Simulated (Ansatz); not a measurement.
**Geometry relaxation, with input and output: NiSi8 (part 4 of 4)**

Continued. System: NiSi8 (slab, 9 atoms in the cell). Method: DFT LDA, scalar-relativistic, plane waves, PAW, PAW set soft_1, spin-polarised (Ansatz 0.2.0); cutoff 420 eV, 9×9×1 k-mesh, Gaussian smearing of 0.05 eV, collinear spins. The structure derives from a Materials Project entry. The input holds or restrains some coordinates. Forces given for the steps count only the free coordinates.

Geometry of the input (Å; fractional positions):
```
3.8017  0.0000  0.0000
-1.9008  3.2924  0.0000
0.0000  0.0000  25.6355
Si 0.6667  0.3333  0.1560
Si 0.3333  0.6667  0.1870
Si 0.3333  0.6667  0.2787
Si 0.6667  0.3333  0.3096
Si 0.6667  0.3333  0.4012
Si 0.3333  0.6667  0.4316
Si 0.3333  0.6667  0.5253
Si 0.6667  0.3333  0.5514
Ni 0.6667  0.3333  0.6435
```

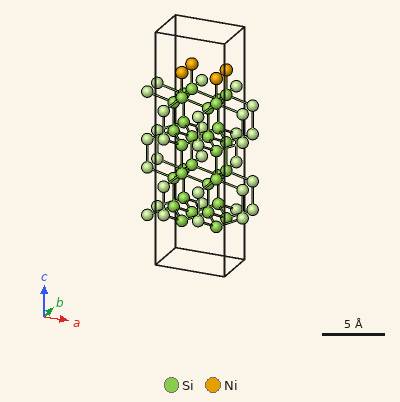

Fig. 1: The geometry at step 3 of the log (ball-and-stick view of the 2 × 2 repeat of the cell, with the vacuum cut short, seen slightly off an axis; neighbours outside the cell are drawn fainter).

### File populations.tsv
```
# site	symbol	l	j	q_up	q_dn
# orbitals = lowdin
# n_electrons = 50.000000
# spilling = 0.009329
0	Si	0_3S	-	0.713540	0.643636
0	Si	1_3P	-	1.555376	1.031873
1	Si	0_3S	-	0.605749	0.606084
1	Si	1_3P	-	1.390980	1.370201
2	Si	0_3S	-	0.623803	0.607223
2	Si	1_3P	-	1.392277	1.315657
3	Si	0_3S	-	0.611250	0.605070
3	Si	1_3P	-	1.386106	1.359583
4	Si	0_3S	-	0.607630	0.604385
4	Si	1_3P	-	1.372678	1.362098
5	Si	0_3S	-	0.611234	0.609247
5	Si	1_3P	-	1.373127	1.364906
6	Si	0_3S	-	0.617418	0.620183
6	Si	1_3P	-	1.370623	1.369278
7	Si	0_3S	-	0.637141	0.631392
7	Si	1_3P	-	1.389584	1.345507
8	Ni	0_3S	-	0.997618	0.997564
8	Ni	0_4S	-	0.459914	0.410124
8	Ni	1_3P	-	2.993784	2.993309
8	Ni	2_3D	-	4.833525	4.142863
```

### Trajectory as extended XYZ (Å, eV, eV/Å), 5 frames, from step=1 to step=5
```
9
Lattice="3.8017 0.0000 0.0000 -1.9008 3.2924 0.0000 0.0000 0.0000 25.6355" Properties=species:S:1:pos:R:3:forces:R:3 step=1 energy=-10637.33994
Si    1.9008    1.0975    4.0000    0.0000   0.0000   0.4647
Si    0.0000    2.1949    4.7928    0.0000   0.0000  -0.6235
Si    0.0000    2.1949    7.1443    0.0000   0.0000   0.1720
Si    1.9008    1.0975    7.9372    0.0000   0.0000  -0.0731
Si    1.9008    1.0975   10.2848    0.0000   0.0000  -0.0859
Si    0.0000    2.1949   11.0654    0.0000   0.0000   0.3117
Si    0.0000    2.1949   13.4658    0.0000   0.0000  -0.6067
Si    1.9008    1.0975   14.1355    0.0000   0.0000   1.9366
Ni    1.9008    1.0975   16.4955    0.0000   0.0000  -1.4960
9
Lattice="3.8017 0.0000 0.0000 -1.9008 3.2924 0.0000 0.0000 0.0000 25.6355" Properties=species:S:1:pos:R:3:forces:R:3 step=2 energy=-10637.53362
Si    1.9008    1.0975    4.0000    0.0000   0.0000   0.4764
Si    0.0000    2.1949    4.7928    0.0000   0.0000  -0.6397
Si    0.0000    2.1949    7.1443    0.0000   0.0000   0.1871
Si    1.9008    1.0975    7.9372    0.0000   0.0000  -0.0862
Si    1.9008    1.0975   10.2848    0.0000   0.0000  -0.0928
Si    0.0000    2.1949   11.0654    0.0000   0.0000   0.2668
Si    0.0000    2.1949   13.4482    0.0000   0.0000  -0.3310
Si    1.9008    1.0975   14.1838    0.0000   0.0000   1.0769
Ni    1.9008    1.0975   16.4043    0.0000   0.0000  -0.8574
9
Lattice="3.8017 0.0000 0.0000 -1.9008 3.2924 0.0000 0.0000 0.0000 25.6355" Properties=species:S:1:pos:R:3:forces:R:3 step=3 energy=-10637.58242
Si    1.9008    1.0975    4.0000    0.0000   0.0000   0.4787
Si    0.0000    2.1949    4.7928    0.0000   0.0000  -0.6469
Si    0.0000    2.1949    7.1443    0.0000   0.0000   0.1925
Si    1.9008    1.0975    7.9372    0.0000   0.0000  -0.0886
Si    1.9008    1.0975   10.2848    0.0000   0.0000  -0.1239
Si    0.0000    2.1949   11.0654    0.0000   0.0000   0.1562
Si    0.0000    2.1949   13.4215    0.0000   0.0000  -0.0287
Si    1.9008    1.0975   14.2236    0.0000   0.0000  -0.4480
Ni    1.9008    1.0975   16.2939    0.0000   0.0000   0.5087
9
Lattice="3.8017 0.0000 0.0000 -1.9008 3.2924 0.0000 0.0000 0.0000 25.6355" Properties=species:S:1:pos:R:3:forces:R:3 step=4 energy=-10637.59272
Si    1.9008    1.0975    4.0000    0.0000   0.0000   0.4727
Si    0.0000    2.1949    4.7928    0.0000   0.0000  -0.6370
Si    0.0000    2.1949    7.1443    0.0000   0.0000   0.1838
Si    1.9008    1.0975    7.9372    0.0000   0.0000  -0.0811
Si    1.9008    1.0975   10.2848    0.0000   0.0000  -0.1200
Si    0.0000    2.1949   11.0654    0.0000   0.0000   0.1960
Si    0.0000    2.1949   13.4259    0.0000   0.0000  -0.0032
Si    1.9008    1.0975   14.2339    0.0000   0.0000   0.0772
Ni    1.9008    1.0975   16.3549    0.0000   0.0000  -0.0886
9
Lattice="3.8017 0.0000 0.0000 -1.9008 3.2924 0.0000 0.0000 0.0000 25.6355" Properties=species:S:1:pos:R:3:forces:R:3 step=5 energy=-10637.59310
Si    1.9008    1.0975    4.0000    0.0000   0.0000   0.4737
Si    0.0000    2.1949    4.7928    0.0000   0.0000  -0.6386
Si    0.0000    2.1949    7.1443    0.0000   0.0000   0.1852
Si    1.9008    1.0975    7.9372    0.0000   0.0000  -0.0822
Si    1.9008    1.0975   10.2848    0.0000   0.0000  -0.1215
Si    0.0000    2.1949   11.0654    0.0000   0.0000   0.1841
Si    0.0000    2.1949   13.4244    0.0000   0.0000  -0.0005
Si    1.9008    1.0975   14.2317    0.0000   0.0000  -0.0033
Ni    1.9008    1.0975   16.3442    0.0000   0.0000   0.0029
```

### Summary

| quantity | value |
| --- | --- |
| outcome | converged under the restraints of the input |
| electrons treated | 50 |
| free energy | −10637.5931 eV |
| work function, top face | 4.05 eV |
| work function, bottom face | 4.90 eV |
| Fermi energy | 1.448 eV |
| gap on the k-point mesh | none (metallic) |
| net moment of the cell | 1.55 μB |
| integrated absolute moment | 1.60 μB |
| final volume | 320.87 Å³ |
| work function (upper face) | 4.05 eV |
| largest force (length of the vector) at the end, held atoms and coordinates included | 0.639 eV/Å |
| hardware | 2 threads of AMD EPYC (Zen 3), 189 GiB of memory available, shared host |
| wall time | 3.6 min (CPU time 6.9 min) |
| peak memory | 0.65 GiB |

The electronic state found may not be the lowest one. Notes on the run: a screening estimate came out negative during mixing; the PAW datasets were made with another functional.
